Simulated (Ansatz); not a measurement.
GW calculation of SiC

System: SiC (F-43m, 2 atoms in the cell).
Method: G0W0 on PBE, plane waves, PAW, no spin polarisation (Ansatz 0.2.0).

The structure derives from a Materials Project entry. The geometry comes from this level: r2SCAN. It belongs to a series of runs on one base structure; here: k mesh. Figures and captions count atoms from 1; the log counts them from 0 in places.

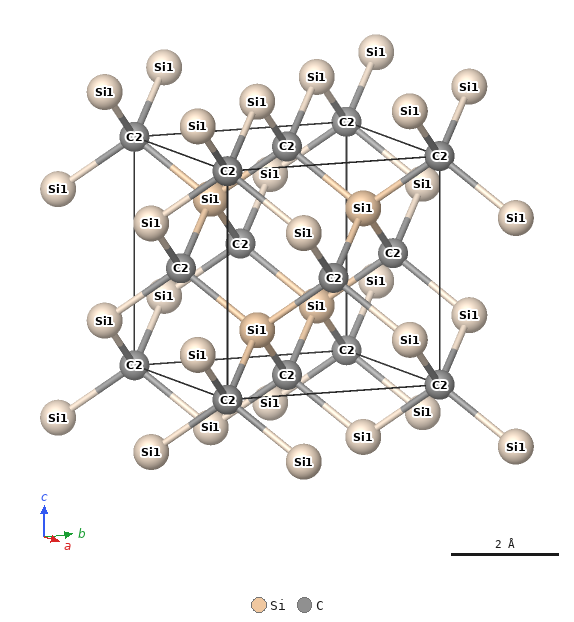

Figure 1. The structure (ball-and-stick view of the cell 4 times as large as that of the calculation, set on its symmetry axes, seen slightly off an axis; neighbours outside the cell are drawn fainter; atoms are numbered from 1 in the order of the input). Near neighbours in the crystal (not all of them lie inside the picture): Si has 4 C at 1.89 Å; C has 4 Si at 1.89 Å.

### Results in brief

| quantity | value |
| --- | --- |
| outcome | converged |
| space group (tolerance 0.01 Å) | F-43m (216) |
| electrons treated | 8 |
| free energy | −887.1553 eV |
| Fermi energy | 9.497 eV |
| gap on the k-point mesh | 1.36 eV |
| quasiparticle gap on the mesh | 1.96 eV |
| hardware | 2 threads of Arm Neoverse V1, 24 GiB of memory available, shared host |
| wall time | 16 s (CPU time 29 s) |
| peak memory | 0.28 GiB |

The GW levels are not extrapolated in basis or mesh.

### Input
```yaml
crystal:
  lattice:
    - [0.0, 2.1780497569, 2.1780497569]
    - [2.1780497569, 0.0, 2.1780497569]
    - [2.1780497569, 2.1780497569, 0.0]
  atoms:
    - { symbol: Si, position: [0.25, 0.25, 0.25] }
    - { symbol: C, position: [0.0, 0.0, 0.0] }
kpoints:
  mp_grid: { grid: [8, 8, 8] }
hamiltonian:
  xc: pbe
scf:
  occupations: { method: fixed }
gw:
  n_empty_bands: 33
  ecut_chi: 80
  qp_bands: [v2, c2]
  qp_kpoints: band_edges
  screening: { model: contour_deformation }
```

Launched with:
```bash
ansatz run input.yaml --threads 2 --pin off --max-ram 3686MiB --backend cpu --events-out ev --progress --plain --runs-dir out
```

### Log
```
Engine: ansatz 0.2.0, aarch64-unknown-linux-gnu
Pseudopotentials: kind: paw
Pseudopotential: Si, paw, valence charge 4, recommended cutoff 420 eV (normal), Si.paw.azcp
Pseudopotential: C, paw, valence charge 4, recommended cutoff 420 eV (normal), C.paw.azcp
Functional definition: PBE
  parameter kappa = 0.804
  parameter beta = 0.06672455060314922
  exchange = pbe_x(kappa = kappa, mu = beta*pi^2/3)
  correlation = pbe_c(beta = beta)
Crystal: 2 atoms, lattice volume = 20.665 Å³
Basis set: ecut = 420 eV, 411 PW (Γ)
Bands: 8, of which v1, the nominal top of the filled ones, is band 4 counted from 1 (3 counted from 0)
Symmetry: 24 space group operations
Space group: F-43m (ITA 216), of the structure as read, at distance tolerance 2.7e-5 Å
k-points: 29 of 512 (time reversal used)
Non-local potential: Si, projectors of the file, l = 0: 2, l = 1: 2, l = 2: 2
Non-local potential: C, projectors of the file, l = 0: 2, l = 1: 2, l = 2: 1
PAW form: soft (Blöchl's): semilocal exchange-correlation on the pseudo side does not see the compensation charge
PAW one-centre angular grid: Si, 110 points (default); XC on 64 Gauss nodes
PAW one-centre angular grid: C, 110 points (default); XC on 64 Gauss nodes
Initial density: superposition of atomic densities (neutral atoms: chi_scale 0, normalization atom), corrected by the library's trained network
Initial wavefunctions: pseudopotential atomic-orbital guess
Functional: x = pbe(κ = 0.804, μ = 0.2195149727645171), c = pbe(β = 0.06672455060314922)
SCF iter   1: F=—  HF=-887.155315 eV  |F-HF|=—  |Δ(HF+E_count)|=         —  Δρ=2.18e-3  dr2=9.94e-4  ethr=1.77e-3  ⟨swp⟩=4.8  Hψ=1637  notcnv=0  defer=45
preconditioner: auto → none  [insulator: Δε(μ)=1.335 eV  Ē_g=14.053 eV  n_scr=0 (ndim 8)  ℏωp=23.1 eV  f_vac=0.000  ε∞_Penn≈3.7]
SCF iter   2: F=—  HF=-887.155283 eV  |F-HF|=—  |Δ(HF+E_count)|=   3.20e-5  Δρ=8.17e-4  dr2=8.39e-5  ethr=1.24e-5  ⟨swp⟩=2.4  Hψ=614  notcnv=0  defer=52
SCF iter   3: F=—  HF=-887.155293 eV  |F-HF|=—  |Δ(HF+E_count)|=   1.01e-5  Δρ=3.56e-4  dr2=6.27e-6  ethr=1.05e-6  ⟨swp⟩=2.6  Hψ=344  notcnv=0  defer=35
SCF iter   4: F=—  HF=-887.155319 eV  |F-HF|=—  |Δ(HF+E_count)|=   2.61e-5  Δρ=3.89e-5  dr2=2.67e-7  ethr=7.83e-8  ⟨swp⟩=2.2  Hψ=358  notcnv=0  defer=54
iter 5 did not close the SCF: its close was put off for the readings that it lacked (scf_convergence_deferred on its scf_iter line)
SCF iter   5: F=-887.155319 eV  HF=-887.155319 eV  |F-HF|=1.36e-9  |Δ(HF+E_count)|=   1.40e-7  Δρ=2.86e-6  dr2=9.15e-10  ethr=3.34e-9  ⟨swp⟩=2.2  Hψ=345  notcnv=0  defer=55
SCF iter   6: F=-887.155319 eV  HF=-887.155319 eV  |F-HF|=3.46e-11  |Δ(HF+E_count)|=   1.69e-9  Δρ=3.71e-7  dr2=1.64e-11  ethr=1.14e-11  ⟨swp⟩=3.6  Hψ=1138  notcnv=0
SCF 1 converged in 6 iterations: F = -887.155319 eV  dr2 = 1.64e-11
  greatest PAW one-centre occupation: 0.645 electrons in one spin orbital (limit 2), on the C atom at site 1 (counted from 0), in its partial waves of l = 0
```

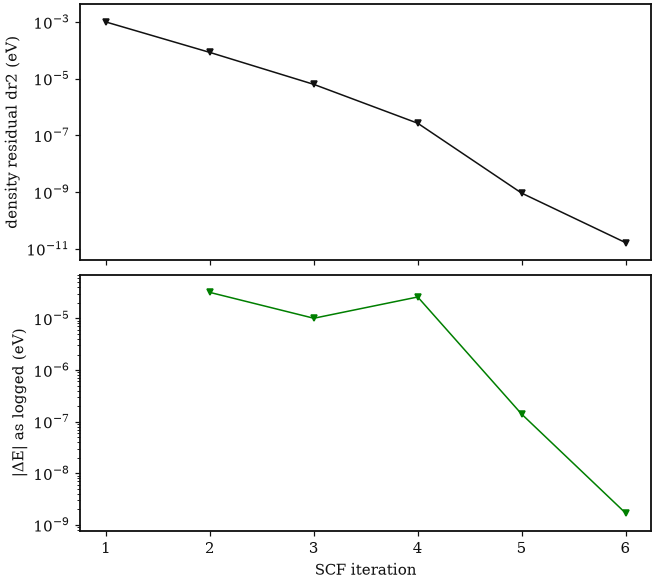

Figure 2. Convergence of the self-consistent field: density residual dr2 and size of the energy change against the SCF iteration. The residual falls at every step.

```
NSCF: frozen V_eff on 29 k-points
G₀W₀ screening: q 1/29
G₀W₀ screening: q 2/29 (q-point 23)
G₀W₀ screening: q 3/29 (q-point 26)
G₀W₀ screening: q 4/29 (q-point 7)
G₀W₀ screening: q 5/29 (q-point 8)
G₀W₀ screening: q 6/29 (q-point 9)
G₀W₀ screening: q 7/29 (q-point 10)
G₀W₀ screening: q 8/29 (q-point 11)
G₀W₀ screening: q 9/29 (q-point 14)
G₀W₀ screening: q 10/29 (q-point 15)
G₀W₀ screening: q 11/29 (q-point 16)
G₀W₀ screening: q 12/29 (q-point 19)
G₀W₀ screening: q 13/29 (q-point 22)
G₀W₀ screening: q 14/29 (q-point 24)
G₀W₀ screening: q 15/29 (q-point 25)
G₀W₀ screening: q 16/29 (q-point 27)
G₀W₀ screening: q 17/29 (q-point 12)
G₀W₀ screening: q 18/29 (q-point 17)
G₀W₀ screening: q 19/29 (q-point 20)
G₀W₀ screening: q 20/29 (q-point 28)
G₀W₀ screening: q 21/29 (q-point 2)
G₀W₀ screening: q 22/29 (q-point 3)
G₀W₀ screening: q 23/29 (q-point 4)
G₀W₀ screening: q 24/29 (q-point 6)
G₀W₀ screening: q 25/29 (q-point 13)
G₀W₀ screening: q 26/29 (q-point 18)
G₀W₀ screening: q 27/29 (q-point 29)
G₀W₀ screening: q 28/29 (q-point 5)
G₀W₀ screening: q 29/29 (q-point 21)
G₀W₀ self-energy: k 1/13
G₀W₀ self-energy: k 2/13
G₀W₀ self-energy: k 3/13
G₀W₀ self-energy: k 4/13
G₀W₀ self-energy: k 5/13
G₀W₀ self-energy: k 6/13
G₀W₀ self-energy: k 7/13
G₀W₀ self-energy: k 8/13
G₀W₀ self-energy: k 9/13
G₀W₀ self-energy: k 10/13
G₀W₀ self-energy: k 11/13
G₀W₀ self-energy: k 12/13
G₀W₀ self-energy: k 13/13
SCF converged after 6 iterations
Free energy (F): -887.155319 eV
Harris-Foulkes:  -887.155319 eV  (|F-HF|=3.46e-11)
Internal energy: -887.155319 eV  (E = F + TS)
E sigma→0 (E₀):  -887.155319 eV
Fermi energy:    9.497044 eV
--- Per-component energies (eV) ---
  E_band       = 28.805831
  E_kinetic    = 135.803593
  E_local      = -104.338603  (includes V_loc(G=0)·N_el)
  E_nonlocal   = 51.863384
  E_hartree    = 32.050442
  E_xc         = -105.527344
  E_vxc        = -109.401357  (∫ρ·V_xc dr)
  E_paw        = -612.098780  (= ΣΔE_a)
  E_vpaw       = -9.222064  (= ΣTr[D̂ρ^β])
  E_aug_tail   = 0.000014  (compensation charges beyond the density's cutoff)
  E_ewald      = -284.908026
  E_smearing   = -0.000000  (= −TS)
  E_closure    = 0.000000  (closes the sum)
  Σ components = -887.155319   (vs F -887.155319, Δ=0.00e0)
--- Band table (eV; the first three rows and the last of 29) ---
  k-point 0: bands = ["-5.9175", "9.4970", "9.4970", "9.4970", "15.7258", "16.8150", "16.8150", "16.8150"]
  k-point 1: bands = ["-5.6125", "8.0129", "9.2963", "9.2963", "15.9711", "17.1660", "17.1660", "17.3357"]
  k-point 2: bands = ["-4.7205", "5.2026", "8.8911", "8.8911", "15.4914", "17.4137", "17.4137", "18.8505"]
  k-point 28: bands = ["-0.6608", "2.4720", "4.5039", "4.8070", "14.7066", "18.9446", "18.9664", "19.2737"]
--- G₀W₀: contour deformation, 6 samples at zero and on the imaginary axis and 2 off it, 512 q-points, 33 empty bands' worth ---
  eigenvalues of the whole cell's RPA ε∞ on this k-mesh (on a slab, of 1 + 4πα/V) = 6.8399, 6.8399, 6.8399; static W/v taken at q = 0 is 0.146200
  bands read: the sum over 37 bands ends inside a degenerate multiplet in 2 slots, whose members it reads at an even weight; the widest, k=2: bands 37 to 38 (counted from 1) at 1/2 each
  gw.qp_kpoints: band_edges: 13 of 29 stored k-points solved, in 1 pass; an edge of the gap read off the rows below is read off those points alone
    valence top: of the k-points left out ik 6 came nearest to being solved in a further pass, in band 4 (counted from 1, as in the quasiparticle table): it holds the edge there only if its correction is more favourable than any solved in that band by at least 0.989 eV; those differ by 0.409 eV
    conduction bottom: of the k-points left out ik 18 came nearest to being solved in a further pass, in band 5 (counted from 1, as in the quasiparticle table): it holds the edge there only if its correction is more favourable than any solved in that band by at least 0.908 eV; those differ by 0.435 eV
    ik  band        ε_KS         Σx   Σc(E_QP)       V_xc       Z   E_QP_lin       E_QP  E_QP is
     0     3      9.4970   -18.3088     2.3936   -15.7306  0.7943     9.3121     9.3124  root
     0     4      9.4970   -18.3088     2.3936   -15.7306  0.7943     9.3121     9.3124  root
     0     5     15.7258    -9.6617    -4.9145   -15.4201  0.7872    16.5775    16.5697  root
     0     6     16.8150    -8.0842    -4.9112   -13.8622  0.7992    17.6888    17.6818  root
     1     3      9.2963   -18.3232     2.4343   -15.6805  0.7936     9.0876     9.0880  root
     1     4      9.2963   -18.3232     2.4343   -15.6805  0.7936     9.0876     9.0880  root
     1     5     15.9711    -9.0018    -4.8705   -14.7001  0.7931    16.8057    16.7989  root
     1     6     17.1660    -7.9962    -5.0345   -13.9178  0.7953    18.0605    18.0530  root
     2     3      8.8911   -18.4140     2.5410   -15.6193  0.7917     8.6369     8.6374  root
     2     4      8.8911   -18.4140     2.5410   -15.6193  0.7917     8.6369     8.6374  root
     2     5     15.4914    -8.8957    -4.6925   -14.3970  0.8014    16.3058    16.3002  root
     2     6     17.4137    -7.4611    -5.1328   -13.4608  0.7932    18.2878    18.2805  root
     3     3      8.5633   -18.5345     2.6417   -15.6055  0.7899     8.2754     8.2760  root
     3     4      8.5633   -18.5345     2.6417   -15.6055  0.7899     8.2754     8.2760  root
     3     5     15.0788    -9.0833    -4.5820   -14.4721  0.8044    15.8909    15.8855  root
     3     6     16.9844    -6.9298    -4.9996   -12.7324  0.7990    17.7934    17.7873  root
     4     3      8.4439   -18.5881     2.6807   -15.6087  0.7892     8.1445     8.1452  root
     4     4      8.4439   -18.5881     2.6807   -15.6087  0.7892     8.1445     8.1452  root
     4     5     14.9370    -9.1713    -4.5453   -14.5249  0.8054    15.7507    15.7453  root
     4     6     16.7303    -6.7973    -4.9299   -12.5062  0.8015    17.5152    17.5094  root
     5     3      8.8003   -18.2320     2.5364   -15.4240  0.7916     8.5282     8.5288  root
     5     4      8.8003   -18.2320     2.5364   -15.4240  0.7916     8.5282     8.5288  root
     5     5     15.6866    -7.9664    -4.7042   -13.4102  0.8030    16.4314    16.4263  root
     5     6     16.7204    -9.3669    -5.0971   -15.4327  0.7834    17.6981    17.6891  root
     9     3      7.0770   -18.4614     2.9911   -15.0417  0.7801     6.6466     6.6484  root
     9     4      8.3777   -18.5291     2.6788   -15.5429  0.7890     8.0696     8.0703  root
     9     5     15.3203    -7.8015    -4.6836   -13.2553  0.8030    16.0957    16.0904  root
     9     6     16.6972    -7.7949    -4.9132   -13.5173  0.7964    17.5128    17.5063  root
    10     3      7.2187   -18.2938     2.9288   -14.9410  0.7816     6.7930     6.7947  root
    10     4      8.9159   -18.5183     2.5439   -15.7283  0.7916     8.6692     8.6697  root
    10     5     16.0337    -8.3560    -4.8261   -14.0312  0.7968    16.8895    16.8828  root
    10     6     17.0873    -7.4968    -5.0719   -13.3709  0.7923    17.8960    17.8896  root
    11     3      8.0015   -18.1056     2.6901   -15.0573  0.7877     7.6423     7.6434  root
    11     4      9.3406   -18.4582     2.4395   -15.8213  0.7935     9.1429     9.1433  root
    11     5     16.5810    -8.1787    -4.9382   -13.9088  0.7907    17.3793    17.3729  root
    11     6     16.7963    -8.9975    -5.0391   -15.0103  0.7918    17.7789    17.7699  root
    13     3      6.6922   -18.3002     3.0703   -14.7617  0.7772     6.2216     6.2240  root
    13     4      7.1666   -18.4184     2.9928   -14.9882  0.7811     6.7274     6.7292  root
    13     5     13.0852    -7.2590    -4.2141   -12.0350  0.8136    13.6493    13.6471  root
    13     6     15.8204    -7.3934    -4.6152   -12.7794  0.8096    16.5965    16.5914  root
    17     3      6.6379   -18.4901     3.1481   -14.8606  0.7765     6.1540     6.1566  root
    17     4      6.6379   -18.4901     3.1481   -14.8606  0.7765     6.1540     6.1566  root
    17     5     11.5855    -7.1596    -3.9156   -11.5327  0.8189    12.0442    12.0430  root
    17     6     14.3229    -7.3390    -4.3113   -12.3093  0.8205    14.9848    14.9818  root
    20     3      6.3085   -18.5511     3.2441   -14.8021  0.7732     5.8006     5.8036  root
    20     4      6.3085   -18.5511     3.2441   -14.8021  0.7732     5.8006     5.8036  root
    20     5     10.8547    -7.2045    -3.7344   -11.3535  0.8202    11.2702    11.2693  root
    20     6     13.8268    -7.4716    -4.2171   -12.3218  0.8225    14.4625    14.4599  root
    28     3      4.5039   -18.0054     3.7882   -13.5992  0.7519     3.8825     3.8858  root
    28     4      4.8070   -17.4753     3.4129   -13.4685  0.7593     4.2092     4.2131  root
    28     5     14.7066    -7.5878    -4.4552   -12.7978  0.7983    15.4667    15.4614  root
    28     6     18.9446    -6.7213    -5.8665   -13.3662  0.7734    19.7283    19.7230  root
```

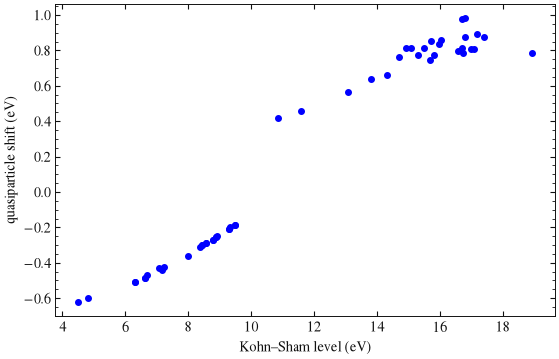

Figure 3. Quasiparticle corrections (linearised) against the Kohn–Sham levels, for the bands and k-points computed. On this mesh the gap goes from 1.36 to 1.96 eV.

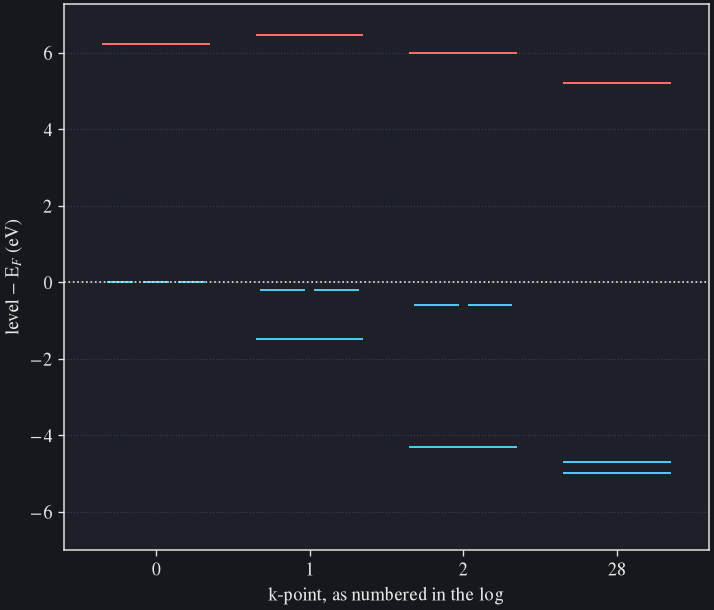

Figure 4. Kohn–Sham levels near the Fermi level (dotted) at the few k-points that the log prints; levels within 0.02 eV of each other stand side by side. Among these points the highest filled and lowest empty levels are 5.21 eV apart; the gap on the full mesh, 1.36 eV, has an edge at a point that isn't printed.
